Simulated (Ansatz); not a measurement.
Single-point calculation, with input and output: GaN

The run: single-point calculation of GaN (Cm, 4 atoms in the cell). Method and program: DFT, PBE, plane waves, PAW, no spin polarisation (Ansatz 0.2.0).

The structure derives from an entry of the Crystallography Open Database. Some settings of this run were made unusual or wrong on purpose.

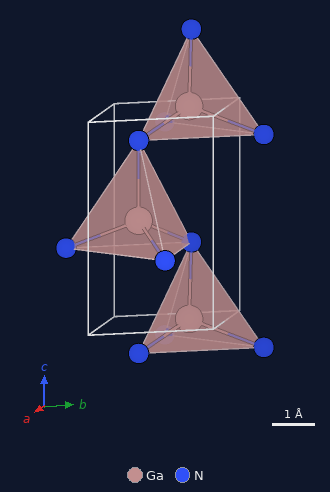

*The structure as given in the input (polyhedral view of the cell of the calculation, seen slightly off an axis; polyhedra are completed across the faces of the cell).*

Input file
```yaml
crystal:
  lattice:
    - [3.2184289164, 0.0, 0.0]
    - [-1.6092144582, 2.7872412019, 0.0]
    - [0.0, 0.0, 5.2430304702]
  atoms:
    - { symbol: Ga, position: [0.3333333333, 0.6666666667, 0.9991316875] }
    - { symbol: Ga, position: [0.6666666667, 0.3333333333, 0.4991316875] }
    - { symbol: "N", position: [0.3943293637, 0.6971646818, 0.3645904477] }
    - { symbol: "N", position: [0.6666666667, 0.3333333333, 0.8758683125] }
basis:
  ecutwfc: 420
kpoints:
  mp_grid: { grid: [12, 12, 6] }
hamiltonian:
  xc: pbe
scf:
  occupations: { method: fixed }
  max_iter: 80
output:
  forces: true
  eigenvalues: true
  stress: true
```

Launch command:
```bash
ansatz run input.yaml --threads 1 --pin off --max-ram 2560MiB --backend cpu --events-out ev --progress --plain --runs-dir out
```

What the program printed
```
Engine: ansatz 0.2.0, x86_64-unknown-linux-gnu
Pseudopotentials: kind: paw
Pseudopotential: Ga, paw, valence charge 13, recommended cutoff 420 eV (normal), Ga.paw.azcp
Pseudopotential: N, paw, valence charge 5, recommended cutoff 420 eV (normal), N.paw.azcp
Functional definition: PBE
  parameter kappa = 0.804
  parameter beta = 0.06672455060314922
  exchange = pbe_x(kappa = kappa, mu = beta*pi^2/3)
  correlation = pbe_c(beta = beta)
Crystal: 4 atoms, lattice volume = 47.033 Å³
Basis set: ecut = 420 eV, 941 PW (Γ), exchange–correlation on 48×48×72 points (8 copies of the dense FFT grid, shifted against one another)
Bands: 22, of which v1, the nominal top of the filled ones, is band 18 counted from 1 (17 counted from 0)
Symmetry: 2 space group operations
Space group: Cm (ITA 8), of the structure as read, at distance tolerance 3.6e-5 Å
k-points: 242 of 864 (time reversal used)
Non-local potential: Ga, projectors of the file, l = 0: 2, l = 1: 2, l = 2: 3, l = 3: 1
Non-local potential: N, projectors of the file, l = 0: 2, l = 1: 2, l = 2: 1
PAW form: soft (Blöchl's): semilocal exchange-correlation on the pseudo side does not see the compensation charge
PAW one-centre angular grid: Ga, 590 points (default); XC on 64 Gauss nodes
PAW one-centre angular grid: N, 110 points (default); XC on 64 Gauss nodes
Initial density: superposition of atomic densities (neutral atoms: chi_scale 0, normalization atom), corrected by the library's trained network
Initial wavefunctions: pseudopotential atomic-orbital guess
Functional: x = pbe(κ = 0.804, μ = 0.2195149727645171), c = pbe(β = 0.06672455060314922)
SCF iter   1: F=—  HF=-8335.679237 eV  |F-HF|=—  |Δ(HF+E_count)|=         —  Δρ=1.01e-3  dr2=2.91e-4  ethr=1.77e-3  ⟨swp⟩=4.1  Hψ=18652  notcnv=0  defer=188
preconditioner: auto → Resta (q_TF=auto, 2.609 Å⁻¹)  ε∞=5.0  [insulator: Δε(μ)=1.536 eV  Ē_g=16.342 eV  n_scr=22 (ndim 8)  ℏωp=32.5 eV  f_vac=0.009  ε∞_Penn≈5.0]
SCF iter   2: F=—  HF=-8335.679854 eV  |F-HF|=—  |Δ(HF+E_count)|=   6.17e-4  Δρ=4.80e-4  dr2=4.97e-5  ethr=8.09e-7  ⟨swp⟩=2.0  Hψ=12100  notcnv=0  defer=484
SCF iter   3: F=—  HF=-8335.679993 eV  |F-HF|=—  |Δ(HF+E_count)|=   1.38e-4  Δρ=2.02e-4  dr2=1.04e-5  ethr=1.38e-7  ⟨swp⟩=2.0  Hψ=9507  notcnv=0  defer=190
SCF iter   4: F=—  HF=-8335.680016 eV  |F-HF|=—  |Δ(HF+E_count)|=   2.33e-5  Δρ=5.97e-5  dr2=1.48e-6  ethr=2.89e-8  ⟨swp⟩=2.0  Hψ=9662  notcnv=0  defer=481
SCF iter   5: F=—  HF=-8335.680018 eV  |F-HF|=—  |Δ(HF+E_count)|=   2.21e-6  Δρ=2.38e-5  dr2=1.92e-7  ethr=4.10e-9  ⟨swp⟩=2.0  Hψ=9594  notcnv=0  defer=484
SCF iter   6: F=-8335.680018 eV  HF=-8335.680018 eV  |F-HF|=9.62e-9  |Δ(HF+E_count)|=   2.74e-7  Δρ=8.11e-6  dr2=2.81e-8  ethr=2.78e-10  ⟨swp⟩=6.1  Hψ=24530  notcnv=0
SCF 1 converged in 6 iterations: F = -8335.680018 eV  dr2 = 2.81e-8
  greatest PAW one-centre occupation: 0.995 electrons in one spin orbital (limit 2), on the Ga atom at site 1 (counted from 0), in its partial waves of l = 2
```

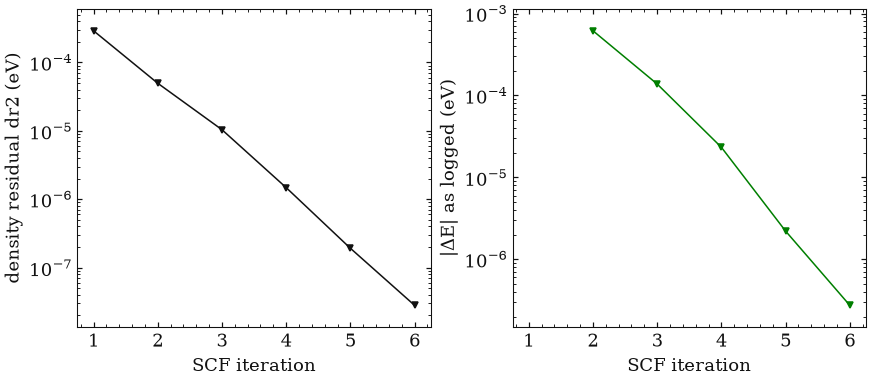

*Convergence of the self-consistent field: density residual dr2 and size of the energy change against the SCF iteration.*

The residual falls at every step.

```
SCF converged after 6 iterations
Free energy (F): -8335.680018 eV
Harris-Foulkes:  -8335.680018 eV  (|F-HF|=9.62e-9)
Internal energy: -8335.680018 eV  (E = F + TS)
E sigma→0 (E₀):  -8335.680018 eV
Fermi energy:    9.404609 eV
--- Per-component energies (eV) ---
  E_band       = -24.582148
  E_kinetic    = 492.437461
  E_local      = -3952.919479  (includes V_loc(G=0)·N_el)
  E_nonlocal   = 948.619148
  E_hartree    = 1814.785870
  E_xc         = -256.903754
  E_vxc        = -267.342912  (∫ρ·V_xc dr)
  E_paw        = -4240.731508  (= ΣΔE_a)
  E_vpaw       = -874.949032  (= ΣTr[D̂ρ^β])
  E_aug_tail   = 0.000041  (compensation charges beyond the density's cutoff)
  E_ewald      = -3140.967797
  E_smearing   = -0.000000  (= −TS)
  E_closure    = -0.000000  (closes the sum)
  Σ components = -8335.680018   (vs F -8335.680018, Δ=0.00e0)
--- Forces (eV/Å), atoms counted from 1 ---
  atom   1  Ga     0.11428928     0.06598495    -0.37122283
  atom   2  Ga     0.97277632     0.56163267    -0.01842374
  atom   3  N     -1.16447765    -0.67231148     0.72098933
  atom   4  N      0.07740087     0.04468741    -0.33136196
  max |Σ_I F_I| component: 1.92e-5 eV/Å
--- Stress (GPa, compression-positive) ---
       -1.173906      -3.028829       1.532817
       -3.028829       2.323484       0.884972
        1.532816       0.884972       2.320350
  P = ⅓ Tr σ = 1.1566 GPa (11.566 kbar)
--- Band table (eV; the first three rows and the last of 242) ---
  k-point 0: bands = ["-6.5131", "-5.6921", "-4.2464", "-4.2383", "-4.1802", "-4.1382", "-4.1288", "-4.0069", "-3.9921", "-3.8811", "-3.8666", "-2.5993", "2.3078", "8.0050", "8.4748", "9.1279", "9.2203", "9.4046", "10.9475", "13.4038", "18.0825", "18.9914"]
  k-point 1: bands = ["-6.4377", "-5.7177", "-4.2461", "-4.2285", "-4.1672", "-4.1431", "-4.1334", "-3.9991", "-3.9850", "-3.8833", "-3.8697", "-2.8622", "2.7852", "8.0737", "8.3333", "8.5239", "9.1380", "9.3305", "11.6432", "13.4460", "17.9059", "19.0068"]
  k-point 2: bands = ["-6.2398", "-5.8095", "-4.2448", "-4.2153", "-4.1530", "-4.1485", "-4.0820", "-3.9827", "-3.9696", "-3.8885", "-3.8773", "-3.3804", "3.9430", "6.9225", "8.2577", "8.6339", "8.9263", "9.2188", "12.6318", "13.4961", "17.5133", "18.3252"]
  k-point 241: bands = ["-5.6637", "-5.5547", "-4.2022", "-4.1556", "-4.1315", "-4.0239", "-3.9840", "-3.9342", "-3.9333", "-3.8426", "-2.5557", "-2.4702", "2.8204", "3.3553", "7.2166", "7.2747", "7.2896", "7.4000", "13.6662", "13.7851", "16.4878", "16.6501"]
```

Outcome

- outcome: converged
- space group (tolerance 0.01 Å): Cm (8)
- electrons treated: 36
- free energy: −8335.6800 eV
- Fermi energy: 9.405 eV
- gap on the k-point mesh: 1.54 eV
- pressure: 1.16 GPa
- largest force (length of the vector): 1.526 eV/Å
- hardware: 1 thread of Intel Xeon (Granite Rapids), 32 GiB of memory available, shared host
- wall time: 9.9 s
- peak memory: 0.56 GiB

A setting was made wrong on purpose: fixed occupations whatever the gap (`scf.occupations`). It did no harm here: the run converged to the energy of the sound run within 1 meV per atom.
